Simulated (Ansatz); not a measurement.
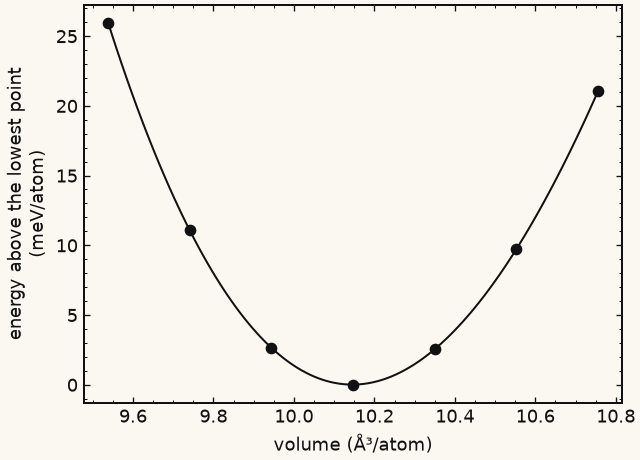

The plot gives the computed energy above the lowest point against volume for Cr₂O, space group Fm-3m (No. 225) (one of a set of cubic test structures, which need not be the stable phase).

Computed with Ansatz 0.2.0 development build: equation of state of a cubic crystal from periodic Kohn-Sham density functional theory without spin, third-order Birch-Murnaghan fit to the free energies; pressure corrected for the finite basis. Level: PBE.

| setting | value |
| --- | --- |
| structure type | antifluorite |
| atoms in cell | 3 |
| space group number | 225 |
| lattice centring | face-centred primitive |
| k mesh | 13×13×13 |
| occupation method | Fermi–Dirac |
| occupation width | 0.06123 eV |
| wave cutoff | 700 eV |
| datasets | hard PAW |
| density tolerance | 1e−09 eV |
| bands | 21 |
| density cutoff ratio | 4 |
| search for lower states | default |

From this curve and the settings, what does the calculation give for the pressure at the same points?

The pressure falls from 14.5 GPa at volume 9.54 Å³/atom to −10.4 GPa at 10.76 Å³/atom, and changes sign near 10.15 Å³/atom.

| volume (Å³/atom) | pressure (GPa) |
| --- | --- |
| 9.54 | 14.5 |
| 9.74 | 9.1 |
| 9.94 | 4.3 |
| 10.15 | 0.0 |
| 10.35 | −3.9 |
| 10.55 | −7.4 |
| 10.76 | −10.4 |

Caveats: cubic model structure, not the ambient form; modest k-mesh, values are not fully converged in k; no spin polarisation, a magnetic state may lie lower.
